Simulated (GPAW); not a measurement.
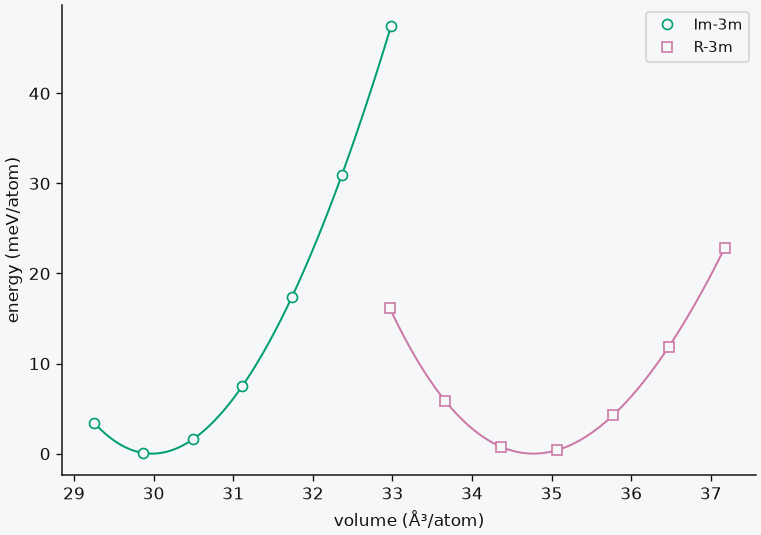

Plotted: energy against volume, with one curve for each structure, for Bi. Each energy curve has its own zero, so the curves don't rank the structures.

Calculation (GPAW 26.7.0): PAW DFT in plane waves, on a grid or in atomic orbitals, no spin polarisation; energies at scaled volumes of the given cell, shape and fractions fixed, counted from the fit's minimum, third-order Birch-Murnaghan fit. Level: PBEsol.

occupations Fermi–Dirac; smearing width 0.05 eV; potentials PAW data sets made by gpaw setup for the functional; wave cutoff 600 eV.

Settings that differ: Im-3m: k mesh 9×9×9; R-3m: k mesh 7×7×7.

The numbers behind the figure:

Im-3m:
```
volume (Å³/atom)  energy (meV/atom)
           29.25               3.44
           29.87               0.10
           30.49               1.59
           31.12               7.51
           31.74              17.42
           32.36              30.88
           32.98              47.47
```

R-3m:
```
volume (Å³/atom)  energy (meV/atom)
           32.97              16.21
           33.67               5.83
           34.37               0.75
           35.07               0.39
           35.77               4.24
           36.47              11.87
           37.17              22.83
```

Keep in mind: spin-orbit coupling left out, heavy elements.
